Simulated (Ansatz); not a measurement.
Cell and atoms:

```
CELL_PARAMETERS angstrom
3.34016 0.00000 0.00000
-1.67008 2.89267 0.00000
0.00000 0.00000 11.70910
ATOMIC_POSITIONS crystal
Hf 0.66667 0.33333 0.89871
Hf 0.33333 0.66667 0.39871
Hf 0.66667 0.33333 0.60129
Hf 0.33333 0.66667 0.10129
S 0.00000 0.00000 0.75000
S 0.00000 0.00000 0.25000
```

What crystal do these data define?

The formula is Hf₂S. The lattice is primitive hexagonal and the space group P6_3/mmc (No. 194). Atoms per cell: 6 (4 Hf, 2 S). Around each Hf lie three Hf and three S (3.06 Å to Hf, 2.60 Å to S). The coordination shell of S holds six Hf in a trigonal prismatic arrangement at 2.60 Å. Not all metal-metal contacts are counted. The bonds build a three-dimensional framework.

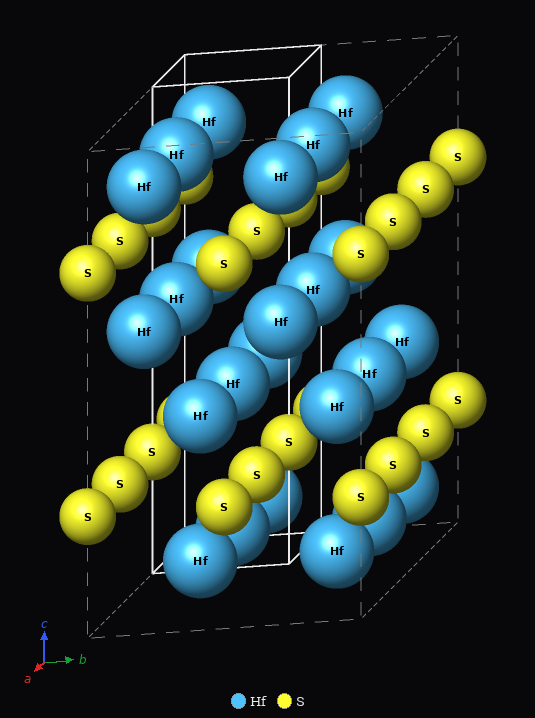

The figure gives a spheres-only picture of the atoms, viewed slightly off an axis. The picture spans 3×2×1 cells, one conventional unit cell being drawn with solid lines. Colours: hafnium blue, sulfur yellow.

Provenance: a structure listed in the Materials Project. The geometry is the end of a relaxation with DFT PBEsol, scalar-relativistic, plane waves, PAW in Ansatz 0.2.0.
